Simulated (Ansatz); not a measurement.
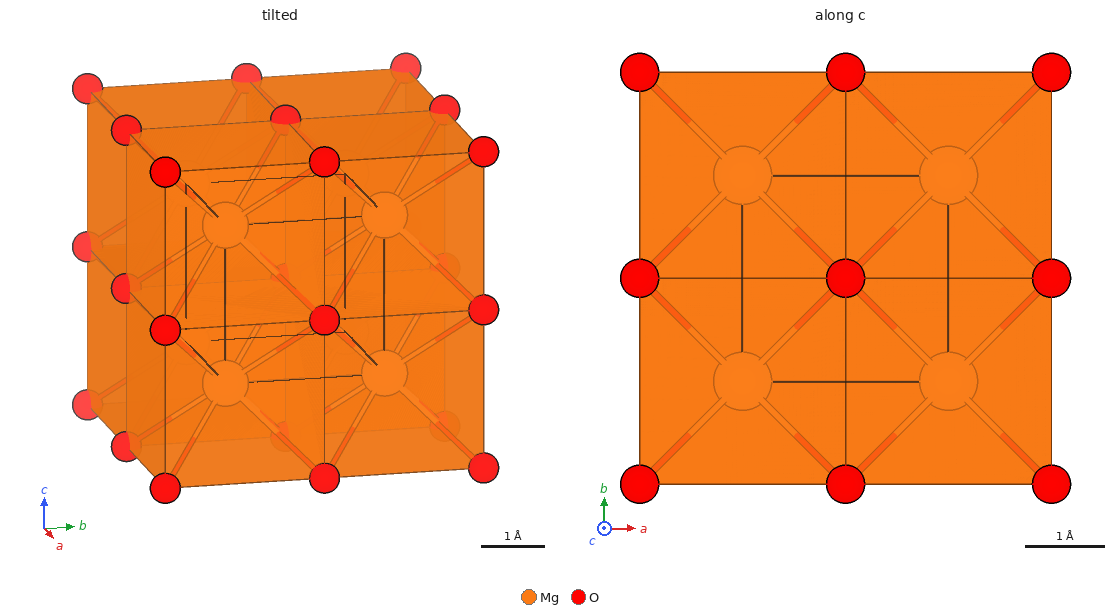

A polyhedral rendering, viewed slightly off an axis and along the c axis. Thin lines show the conventional unit cell, with boundary atoms drawn in all their periodic places. A few atoms beyond the faces are included.

MgO, space group Pm-3m (No. 221), a = 2.62 Å, b = 2.62 Å, c = 2.62 Å, α = 90.00°, β = 90.00°, γ = 90.00°.

Run with Ansatz 0.2.0, G0W0 on LDA, plane waves, PAW and these settings: wavefunction cutoff 420 eV, k-points on a 6×6×6 grid, no spin polarisation.

> Is the electronic structure metallic or gapped?

A semiconductor at this level, with a gap of 2.57 eV, indirect; the smallest direct gap is 3.60 eV.

The cell started as a structure type filled with these elements by a generator (whether the compound takes this form wasn't checked). Earlier steps of the study may have refined or changed the cell and positions. A calculation with Ansatz used it as input.
